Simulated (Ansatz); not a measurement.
## Pt: geometry relaxation

- system: Pt (1 atom in the cell)
- method: DFT PBE+D3(BJ), scalar-relativistic, plane waves, PAW, no spin polarisation (Ansatz 0.2.0)

The structure derives from an entry of the Crystallography Open Database. Figures and captions count atoms from 1; the log counts them from 0 in places.

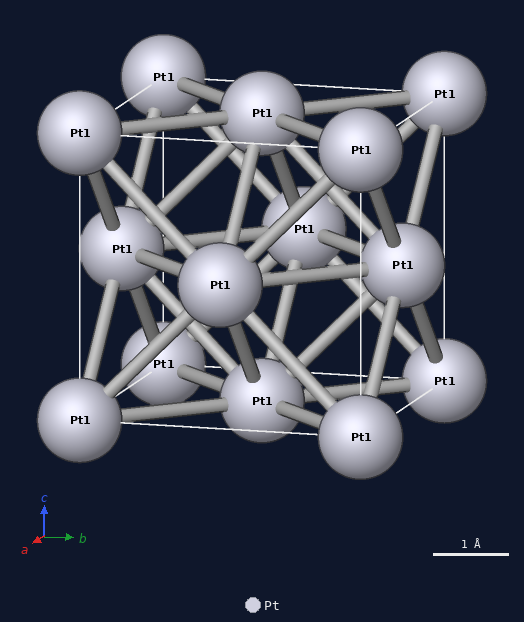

*The starting structure (ball-and-stick view of the cell 4 times as large as that of the calculation, set on its symmetry axes, seen slightly off an axis; atoms are numbered from 1 in the order of the input). An atom can appear more than once, as a periodic image.*

Near neighbours in the periodic cell (some may lie outside the picture): Pt has 12 Pt at 2.77 Å.

Input file
```yaml
crystal:
  lattice:
    - [0.0, 1.9579, 1.9579]
    - [1.9579, 0.0, 1.9579]
    - [1.9579, 1.9579, 0.0]
  atoms:
    - { symbol: Pt, position: [0.0, 0.0, 0.0] }
basis:
  ecutwfc: 420
kpoints:
  mp_grid: { grid: [18, 18, 18] }
hamiltonian:
  xc: pbe
  dispersion: d3bj
scf:
  occupations: { method: gaussian, width: 0.1 }
output:
  forces: true
  stress: true
  eigenvalues: true
  write_density: true
  write_potential: true
  elf: true
  volumetric_format: npy
relax:
  adjacent_minimum: "off"
  f_tol: 0.005
  max_steps: 80
  cell: { stress_tol: 0.05 }
```

Hardware: 4 threads of Intel Xeon (Sapphire Rapids), 192 GiB of memory available, shared host.

Launch command:
```bash
ansatz run input.yaml --threads 4 --pin off --max-ram 10240MiB --backend cpu --events-out ev --progress --plain --runs-dir out
```

The program's output
```
Engine: ansatz 0.2.0, x86_64-unknown-linux-gnu
Pseudopotentials: kind: paw
Pseudopotential: Pt, paw, valence charge 18, recommended cutoff 420 eV (normal), Pt.paw.azcp
Functional definition: PBE
  parameter kappa = 0.804
  parameter beta = 0.06672455060314922
  exchange = pbe_x(kappa = kappa, mu = beta*pi^2/3)
  correlation = pbe_c(beta = beta)
Crystal: 1 atoms, lattice volume = 15.011 Å³
Basis set: ecut = 420 eV, 283 PW (Γ), exchange–correlation on 40×40×40 points (8 copies of the dense FFT grid, shifted against one another)
Bands: 13, of which v1, the nominal top of the filled ones, is band 9 counted from 1 (8 counted from 0)
Symmetry: 48 space group operations
Space group: Fm-3m (ITA 225), of the structure as read, at distance tolerance 2.5e-5 Å
k-points: 195 of 5832
Non-local potential: Pt, projectors of the file, l = 0: 3, l = 1: 2, l = 2: 2, l = 3: 1
PAW form: soft (Blöchl's): semilocal exchange-correlation on the pseudo side does not see the compensation charge
PAW one-centre angular grid: Pt, 590 points (default); XC on 64 Gauss nodes
Initial density: superposition of atomic densities (neutral atoms: chi_scale 0, normalization atom), corrected by the library's trained network
Initial wavefunctions: pseudopotential atomic-orbital guess
Functional: x = pbe(κ = 0.804, μ = 0.2195149727645171), c = pbe(β = 0.06672455060314922)
SCF iter   1: F=—  HF=-12523.777503 eV  |F-HF|=—  |Δ(HF+E_count)|=         —  Δρ=3.03e-3  dr2=2.07e-4  ethr=1.77e-3  ⟨swp⟩=5.0  Hψ=13960  notcnv=0
preconditioner: auto → none  [metal: Δε(μ)=0.003 eV  Ē_g=14.268 eV  σ=0.100 eV  W_gap=0.02  n_scr=8 (ndim 8)  ℏωp=30.3 eV  f_vac=0.000  D(μ)=2.11/eV (n_scr^D=26)  sad-step TF]
SCF iter   2: F=—  HF=-12523.777829 eV  |F-HF|=—  |Δ(HF+E_count)|=   3.27e-4  Δρ=1.70e-3  dr2=7.43e-5  ethr=1.15e-6  ⟨swp⟩=2.4  Hψ=5673  notcnv=0
SCF iter   3: F=—  HF=-12523.778017 eV  |F-HF|=—  |Δ(HF+E_count)|=   1.87e-4  Δρ=3.22e-4  dr2=1.52e-5  ethr=4.13e-7  ⟨swp⟩=2.0  Hψ=3533  notcnv=0
SCF iter   4: F=—  HF=-12523.778012 eV  |F-HF|=—  |Δ(HF+E_count)|=   4.43e-6  Δρ=9.81e-5  dr2=8.46e-7  ethr=8.42e-8  ⟨swp⟩=2.5  Hψ=3500  notcnv=0
iter 5 did not close the SCF: its close was put off for the readings that it lacked (scf_convergence_deferred on its scf_iter line)
SCF iter   5: F=-12523.778012 eV  HF=-12523.778012 eV  |F-HF|=1.15e-8  |Δ(HF+E_count)|=   9.83e-8  Δρ=2.51e-5  dr2=5.62e-8  ethr=4.70e-9  ⟨swp⟩=2.1  Hψ=3481  notcnv=0
SCF iter   6: F=-12523.778012 eV  HF=-12523.778012 eV  |F-HF|=8.06e-10  |Δ(HF+E_count)|=   6.89e-9  Δρ=3.59e-6  dr2=1.50e-9  ethr=3.12e-10  ⟨swp⟩=5.0  Hψ=13154  notcnv=0
SCF 1 converged in 6 iterations: F = -12523.778012 eV  dr2 = 1.50e-9
  greatest PAW one-centre occupation: 1.000 electrons in one spin orbital (limit 2), on the Pt atom at site 0 (counted from 0), in its partial waves of l = 0
relax step   1: F+E_penalty+E_count = -12523.77801243 eV  Δ(F+E_penalty+E_count) = +0.000e0 eV  max|allowed force component| = 0.000e0 eV/Å  Δτ_max = 0.0000 Å  P = +2.746 GPa  Ω = 15.011 Å³  (6 SCF iters, dr2 threshold 1.00e-7 eV, accepted)
Crystal: 1 atoms, lattice volume = 15.411 Å³
Basis set: ecut = 420 eV, 307 PW (Γ), exchange–correlation on 40×40×40 points (8 copies of the dense FFT grid, shifted against one another)
Initial density: handed on by an earlier stage of this run
Initial wavefunctions: those handed on with the density
iter 1 solved again at ethr=1.54e-6 eV; its pass at ethr=3.10e-3 eV (dr2=2.77e-4 eV) is discarded
SCF iter   1: F=—  HF=-12523.775586 eV  |F-HF|=—  |Δ(HF+E_count)|=         —  Δρ=1.86e-3  dr2=3.44e-4  ethr=1.54e-6  ⟨swp⟩=1.4  Hψ=16808  notcnv=0
preconditioner: auto → none  [metal: Δε(μ)=0.003 eV  Ē_g=13.974 eV  σ=0.100 eV  W_gap=0.02  n_scr=8 (ndim 8)  ℏωp=29.9 eV  f_vac=0.000  D(μ)=2.20/eV (n_scr^D=26)]
SCF iter   2: F=—  HF=-12523.775533 eV  |F-HF|=—  |Δ(HF+E_count)|=   5.31e-5  Δρ=8.85e-4  dr2=3.99e-5  ethr=1.54e-6  ⟨swp⟩=2.0  Hψ=3444  notcnv=0
SCF iter   3: F=—  HF=-12523.775529 eV  |F-HF|=—  |Δ(HF+E_count)|=   3.89e-6  Δρ=3.50e-4  dr2=7.06e-6  ethr=2.22e-7  ⟨swp⟩=2.0  Hψ=4306  notcnv=0
SCF iter   4: F=-12523.775531 eV  HF=-12523.775531 eV  |F-HF|=1.30e-8  |Δ(HF+E_count)|=   1.37e-6  Δρ=2.22e-5  dr2=1.93e-8  ethr=5.56e-10  ⟨swp⟩=5.9  Hψ=14126  notcnv=0
SCF 2 converged in 4 iterations: F = -12523.775531 eV  dr2 = 1.93e-8
relax step   2: F+E_penalty+E_count = -12523.77553081 eV  Δ(F+E_penalty+E_count) = +2.482e-3 eV  max|allowed force component| = 0.000e0 eV/Å  Δτ_max = 0.0000 Å  P = -4.377 GPa  Ω = 15.411 Å³  energy of the carried Pulay correction = -1.940e-4 eV  (4 SCF iters, dr2 threshold 1.00e-7 eV, rejected (line search))
Crystal: 1 atoms, lattice volume = 15.163 Å³
iter 1 solved again at ethr=8.53e-7 eV; its pass at ethr=3.10e-3 eV (dr2=1.54e-4 eV) is discarded
SCF iter   1: F=—  HF=-12523.779203 eV  |F-HF|=—  |Δ(HF+E_count)|=         —  Δρ=1.15e-3  dr2=1.33e-4  ethr=8.53e-7  ⟨swp⟩=1.2  Hψ=16794  notcnv=0
preconditioner: auto → none  [metal: Δε(μ)=0.001 eV  Ē_g=14.146 eV  σ=0.100 eV  W_gap=0.01  n_scr=8 (ndim 8)  ℏωp=30.2 eV  f_vac=0.000  D(μ)=2.14/eV (n_scr^D=26)]
SCF iter   2: F=—  HF=-12523.779182 eV  |F-HF|=—  |Δ(HF+E_count)|=   2.05e-5  Δρ=5.40e-4  dr2=1.46e-5  ethr=7.40e-7  ⟨swp⟩=2.1  Hψ=3417  notcnv=0
SCF iter   3: F=—  HF=-12523.779180 eV  |F-HF|=—  |Δ(HF+E_count)|=   1.56e-6  Δρ=2.16e-4  dr2=2.58e-6  ethr=8.11e-8  ⟨swp⟩=2.0  Hψ=4305  notcnv=0
SCF iter   4: F=—  HF=-12523.779175 eV  |F-HF|=—  |Δ(HF+E_count)|=   5.77e-6  Δρ=1.27e-5  dr2=6.98e-9  ethr=1.43e-8  ⟨swp⟩=1.1  Hψ=2572  notcnv=0
SCF iter   5: F=—  HF=-12523.779178 eV  |F-HF|=—  |Δ(HF+E_count)|=   3.19e-6  Δρ=2.42e-6  dr2=3.01e-10  ethr=3.88e-11  ⟨swp⟩=2.0  Hψ=4207  notcnv=0
SCF iter   6: F=-12523.779178 eV  HF=-12523.779178 eV  |F-HF|=1.46e-11  |Δ(HF+E_count)|=  1.00e-10  Δρ=4.26e-7  dr2=6.79e-12  ethr=1.00e-12  ⟨swp⟩=3.5  Hψ=11392  notcnv=0
SCF 3 converged in 6 iterations: F = -12523.779178 eV  dr2 = 6.79e-12
relax step   3: F+E_penalty+E_count = -12523.77917790 eV  Δ(F+E_penalty+E_count) = -1.165e-3 eV  max|allowed force component| = 0.000e0 eV/Å  Δτ_max = 0.0000 Å  P = -0.099 GPa  Ω = 15.163 Å³  energy of the carried Pulay correction = -7.418e-5 eV  (6 SCF iters, accepted)
Crystal: 1 atoms, lattice volume = 15.157 Å³
iter 1 solved again at ethr=2.69e-10 eV; its pass at ethr=3.10e-3 eV (dr2=4.84e-8 eV) is discarded
SCF iter   1: F=—  HF=-12523.779182 eV  |F-HF|=—  |Δ(HF+E_count)|=         —  Δρ=2.46e-5  dr2=5.90e-8  ethr=2.69e-10  ⟨swp⟩=2.0  Hψ=16140  notcnv=0
preconditioner: auto → none  [metal: Δε(μ)=0.002 eV  Ē_g=14.153 eV  σ=0.100 eV  W_gap=0.01  n_scr=8 (ndim 8)  ℏωp=30.2 eV  f_vac=0.000  D(μ)=2.14/eV (n_scr^D=26)]
SCF iter   2: F=-12523.779182 eV  HF=-12523.779182 eV  |F-HF|=3.49e-10  |Δ(HF+E_count)|=   1.99e-7  Δρ=1.18e-5  dr2=6.96e-9  ethr=1.36e-10  ⟨swp⟩=4.9  Hψ=12736  notcnv=0
SCF 4 converged in 2 iterations: F = -12523.779182 eV  dr2 = 6.96e-9
relax step   4: F+E_penalty+E_count = -12523.77918216 eV  Δ(F+E_penalty+E_count) = -4.264e-6 eV  max|allowed force component| = 0.000e0 eV/Å  Δτ_max = 0.0000 Å  P = -0.002 GPa  Ω = 15.157 Å³  energy of the carried Pulay correction = -7.159e-5 eV  (2 SCF iters, dr2 threshold 2.44e-8 eV, accepted)
Initial wavefunctions: pseudopotential atomic-orbital guess (no wavefunctions were taken with the density)
iter 1 solved again at ethr=1.73e-8 eV; its pass at ethr=3.10e-3 eV (dr2=3.12e-6 eV) is discarded
SCF iter   1: F=—  HF=-12523.779247 eV  |F-HF|=—  |Δ(HF+E_count)|=         —  Δρ=8.39e-5  dr2=3.48e-8  ethr=1.73e-8  ⟨swp⟩=2.8  Hψ=20268  notcnv=0
SCF iter   2: F=—  HF=-12523.779250 eV  |F-HF|=—  |Δ(HF+E_count)|=   3.04e-6  Δρ=4.19e-5  dr2=8.58e-9  ethr=1.93e-10  ⟨swp⟩=1.3  Hψ=2859  notcnv=0
SCF iter   3: F=—  HF=-12523.779250 eV  |F-HF|=—  |Δ(HF+E_count)|=   5.41e-7  Δρ=7.72e-7  dr2=6.62e-11  ethr=4.77e-11  ⟨swp⟩=1.0  Hψ=2535  notcnv=0
SCF iter   4: F=—  HF=-12523.779250 eV  |F-HF|=—  |Δ(HF+E_count)|=  3.27e-11  Δρ=3.75e-7  dr2=1.78e-11  ethr=1.00e-12  ⟨swp⟩=5.2  Hψ=9937  notcnv=0
SCF iter   5: F=-12523.779250 eV  HF=-12523.779250 eV  |F-HF|=0.00e0  |Δ(HF+E_count)|=  5.46e-12  Δρ=1.50e-7  dr2=2.80e-12  ethr=1.00e-12  ⟨swp⟩=4.8  Hψ=8882  notcnv=0
SCF 5 converged in 5 iterations: F = -12523.779250 eV  dr2 = 2.80e-12
relax step   5: F+E_penalty+E_count = -12523.77925027 eV  Δ(F+E_penalty+E_count) = -6.811e-5 eV  max|allowed force component| = 0.000e0 eV/Å  Δτ_max = 0.0000 Å  P = -0.007 GPa  Ω = 15.157 Å³  stress off target by 6.50e-3 GPa  SCF on the basis re-selected at this cell (its energy is not comparable with the rows above)  (5 SCF iters)
```

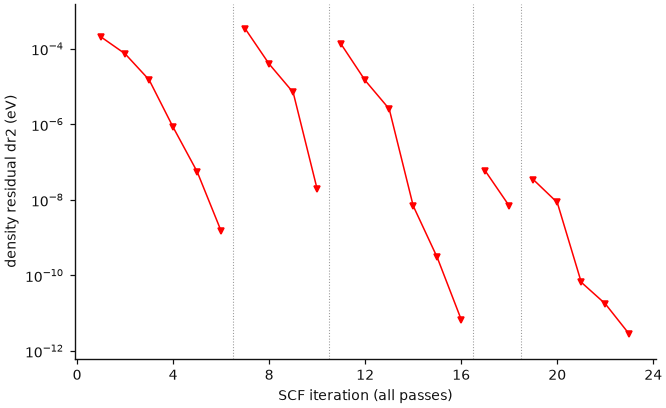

*Convergence of the self-consistent field: density residual dr2 against the SCF iteration. The dotted lines part the SCF passes of the relaxation: geometry steps, rejected trials and re-solves on a re-selected basis.*

The 5 passes take 2 to 6 iterations each, 23 in all.

```
basis re-selected at this cell: Δ(F+E_penalty+E_count) = -6.811e-5 eV, ΔP = -0.004 GPa vs the last step (what re-selecting the basis moved, of the pressure what is left beyond the Pulay correction that the steps carried, after the strain that the cell walked since its last selection, with what the two solves' SCF thresholds leave and, on support functions, any second-order correction that the steps lacked; it is no measure of the basis error at this ecutwfc). This SCF's stress stands 6.50e-3 GPa from its target on what of the cell is left free (relax.cell.stress_tol is 5.00e-2 GPa) and its largest allowed force component is 0.00e0 eV/Å (relax.f_tol is 5.00e-3 eV/Å): within both
SCF converged after 5 iterations
Free energy (F): -12523.779250 eV
Harris-Foulkes:  -12523.779250 eV  (|F-HF|=0.00e0)
Internal energy: -12523.768534 eV  (E = F + TS)
E sigma→0 (E₀):  -12523.773892 eV
Entropy (-TS):   -0.010716 eV (-10.716 meV/atom)
Fermi energy:    23.249654 eV
--- Per-component energies (eV) ---
  E_band       = -130.750823
  E_kinetic    = 638.178314
  E_local      = -1467.756913  (includes V_loc(G=0)·N_el)
  E_nonlocal   = 199.777177
  E_hartree    = 545.368024
  E_xc         = -262.082036
  E_vxc        = -303.256892  (∫ρ·V_xc dr)
  E_paw        = -9453.984594  (= ΣΔE_a)
  E_vpaw       = -288.428687  (= ΣTr[D̂ρ^β])
  E_aug_tail   = 0.000209  (compensation charges beyond the density's cutoff)
  E_ewald      = -2722.493326
  E_disp       = -0.775389  (pairwise vdW)
  E_smearing   = -0.010716  (= −TS)
  E_closure    = 0.000000  (closes the sum)
  Σ components = -12523.779250   (vs F -12523.779250, Δ=0.00e0)
--- Forces (eV/Å), atoms counted from 1 ---
  atom   1  Pt    -0.00000000     0.00000000     0.00000000
  max |Σ_I F_I| component: 5.75e-32 eV/Å
--- Stress (GPa, compression-positive) ---
       -0.006504      -0.000000      -0.000000
       -0.000000      -0.006504      -0.000000
       -0.000000      -0.000000      -0.006504
  P = ⅓ Tr σ = -0.0065 GPa (-0.065 kbar)
--- Band table (eV; the first three rows and the last of 195) ---
  k-point 0: bands = ["-75.2443", "-29.2421", "-29.2421", "-29.2421", "13.0716", "19.4752", "19.4752", "19.4752", "21.6181", "21.6181", "37.8786", "42.7911", "42.7911"]
  k-point 1: bands = ["-75.2433", "-29.2564", "-29.2441", "-29.2441", "13.1960", "19.4197", "19.5249", "19.5249", "21.5901", "21.5901", "38.0700", "42.1249", "42.9787"]
  k-point 2: bands = ["-75.2405", "-29.2977", "-29.2501", "-29.2501", "13.5580", "19.2771", "19.6550", "19.6550", "21.5305", "21.5305", "38.5907", "40.7305", "43.5238"]
  k-point 194: bands = ["-75.2010", "-29.5743", "-29.5283", "-29.4210", "17.5480", "18.2928", "19.1830", "21.3344", "23.7394", "30.3725", "30.7910", "32.1637", "35.2422"]
--- Relaxed structure (4 steps of the walk, 3 accepted, 1 SCFs on fresh bases) ---
  F+E_penalty+E_count = -12523.77925027 eV   max|allowed force component| = 0.000e0 eV/Å   (the final SCF, on the basis selected at the relaxed cell)
  cell:  # Å, volume = 15.1572 Å³
    - [1.1018742021136712e-33, 1.964247777176302, 1.964247777176302]
    - [1.964247777176302, 2.038148813158236e-33, 1.964247777176302]
    - [1.964247777176302, 1.964247777176302, 8.471056004688918e-34]
  atoms:
    - { symbol: Pt, position: [0.0, 0.0, 0.0] }
```

Trajectory as extended XYZ (Å, eV, eV/Å), 5 frames, from step=1 to step=5
```
1
Lattice="0.0000 1.9579 1.9579 1.9579 0.0000 1.9579 1.9579 1.9579 0.0000" Properties=species:S:1:pos:R:3:forces:R:3 step=1 energy=-12523.77801 pressure_GPa=2.75
Pt    0.0000    0.0000    0.0000    0.0000   0.0000   0.0000
1
Lattice="0.0000 1.9751 1.9751 1.9751 0.0000 1.9751 1.9751 1.9751 0.0000" Properties=species:S:1:pos:R:3:forces:R:3 step=2 energy=-12523.77553 pressure_GPa=-4.38 accepted=F
Pt    0.0000    0.0000    0.0000    0.0000   0.0000   0.0000
1
Lattice="0.0000 1.9645 1.9645 1.9645 0.0000 1.9645 1.9645 1.9645 0.0000" Properties=species:S:1:pos:R:3:forces:R:3 step=3 energy=-12523.77918 pressure_GPa=-0.10
Pt    0.0000    0.0000    0.0000    0.0000   0.0000   0.0000
1
Lattice="0.0000 1.9642 1.9642 1.9642 0.0000 1.9642 1.9642 1.9642 0.0000" Properties=species:S:1:pos:R:3:forces:R:3 step=4 energy=-12523.77918 pressure_GPa=-0.00
Pt    0.0000    0.0000    0.0000    0.0000   0.0000   0.0000
1
Lattice="0.0000 1.9642 1.9642 1.9642 0.0000 1.9642 1.9642 1.9642 0.0000" Properties=species:S:1:pos:R:3:forces:R:3 step=5 energy=-12523.77925 pressure_GPa=-0.01
Pt    0.0000    0.0000    0.0000    0.0000   0.0000   0.0000
```

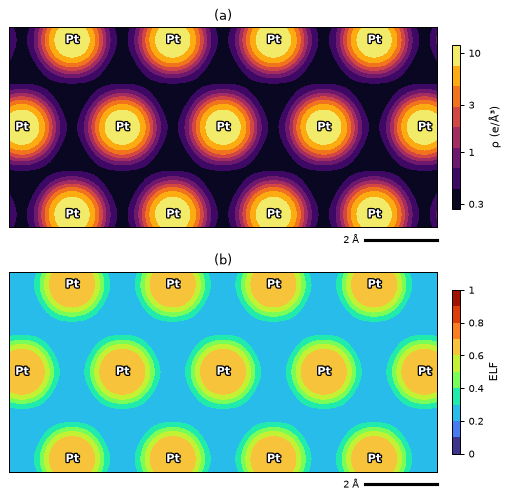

*(a) valence electron density; (b) electron localisation function on the (111) plane of the conventional cell.*

The section cuts through Pt sites. Pt–Pt (2.78 Å): ρ is about 0.38 e/Å³ halfway; the ELF is about 0.30 at the midpoint; no shared electron pair. Away from the nuclei the density in this plane falls to 0.27 e/Å³ at its lowest. The strong features right at Pt lie inside the PAW spheres (semicore, d or f shells) and say nothing about bonding. The fields are those of the smooth PAW valence density.

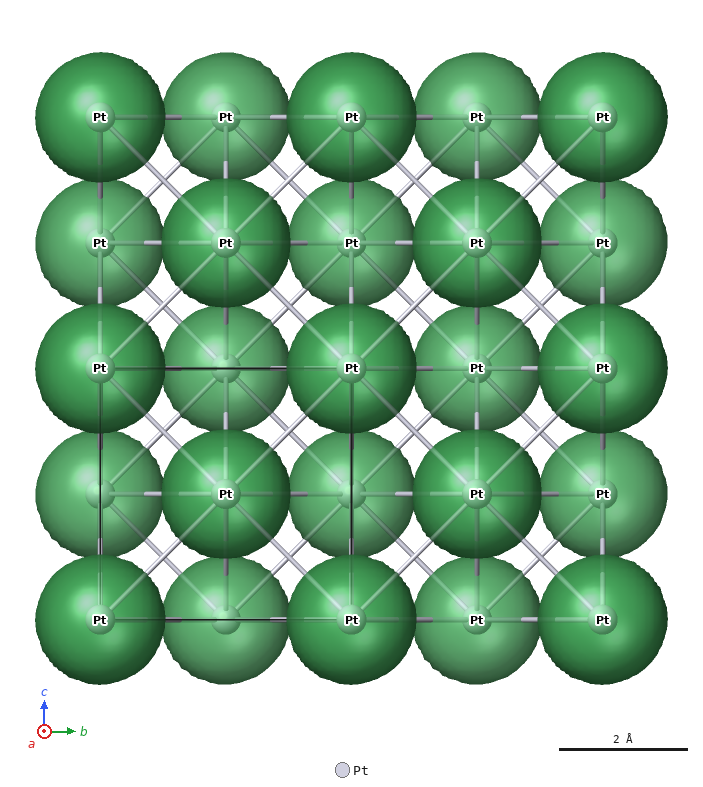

*Isosurface of the valence charge density (pseudo) at 0.8 e/Å³ (green), seen along the a axis. Sticks mark near contacts. The outline is the cell set on symmetry axes.*

At this value the density breaks into separate islands; it holds about 75 % of the electrons treated as valence (semicore included). It is pinched off along the Pt–Pt (2.78 Å) contacts. On the grid the lowest density along these lines, outside the cores, is 0.38 e/Å³ (Pt–Pt, 2.78 Å).

Results in brief

```tsv
quantity	value
outcome	converged
space group (tolerance 0.01 Å)	Fm-3m (225)
electrons treated	18
free energy	−12523.7793 eV
Fermi energy	23.250 eV
gap on the k-point mesh	none (metallic)
pressure	−0.01 GPa
final volume	15.16 Å³
largest force (length of the vector) at the end	under 0.001 eV/Å
final cell	a = 2.778 Å, b = 2.778 Å, c = 2.778 Å, α = 60.00°, β = 60.00°, γ = 60.00°
wall time	3.2 s (CPU time 10 s)
peak memory	0.39 GiB
```

Spin–orbit coupling is left out, which matters for Pt.
